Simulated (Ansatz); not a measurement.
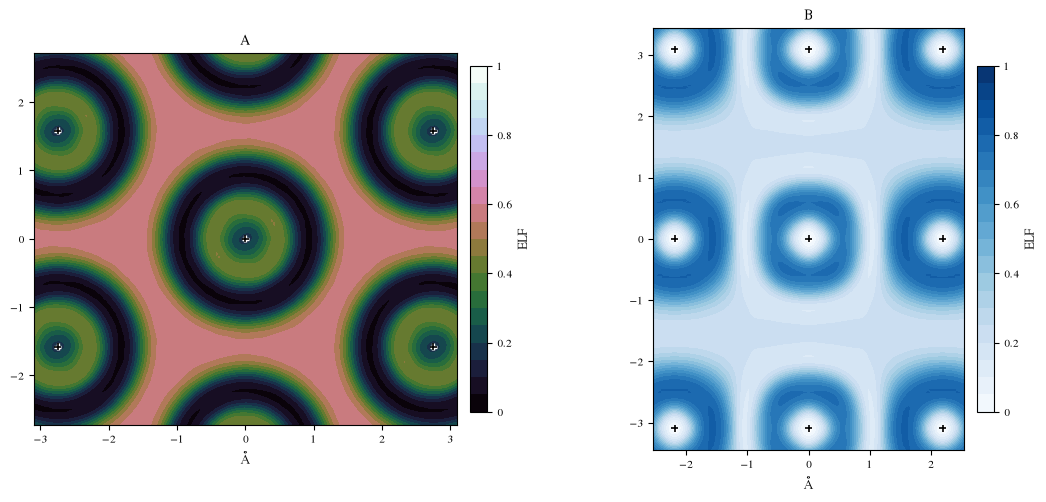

The ELF of 2 systems, each on a plane through atoms (crosses mark nuclei in the plane).

Level of theory: Ansatz, DFT PBEsol, scalar-relativistic, plane waves, PAW.

System 1: Mg, the (001) plane of the calculation cell. Space group C2/m; a structure from a database of computed crystals, not necessarily the ambient phase.

System 2: TaN, the (001) plane of the calculation cell. Space group Fm-3m.

```cif
data_structure
_symmetry_space_group_name_H-M 'P 1'
_symmetry_Int_Tables_number 1
_cell_length_a 4.3757
_cell_length_b 3.0941
_cell_length_c 9.2822
_cell_angle_alpha 90.000
_cell_angle_beta 90.000
_cell_angle_gamma 90.000
_cell_volume 125.67
loop_
_atom_site_label
_atom_site_type_symbol
_atom_site_fract_x
_atom_site_fract_y
_atom_site_fract_z
_atom_site_occupancy
Ta1 Ta 0.50000 0.00000 0.33333 1
Ta2 Ta 0.00000 0.50000 0.50000 1
Ta3 Ta 0.50000 0.00000 0.66667 1
Ta4 Ta 0.00000 0.50000 0.83333 1
Ta5 Ta 0.50000 0.00000 0.00000 1
Ta6 Ta 0.00000 0.50000 0.16667 1
N1 N 0.00000 0.00000 0.33333 1
N2 N 0.50000 0.50000 0.50000 1
N3 N 0.00000 0.00000 0.66667 1
N4 N 0.50000 0.50000 0.83333 1
N5 N 0.00000 0.00000 0.00000 1
N6 N 0.50000 0.50000 0.16667 1
```

**Match each panel to its system.**

Panel A is system 1, Mg: the plane holds Mg. Mg–Mg (3.16 Å): the ELF reaches about 0.55 near the midpoint. Panel B is system 2, TaN: the plane holds Ta and N. Ta–N (2.19 Å): the ELF peaks at about 0.80 in the valence shell of N, 0.6 Å from its nucleus, and is about 0.15 at the midpoint: no shared electron pair shows on this line.
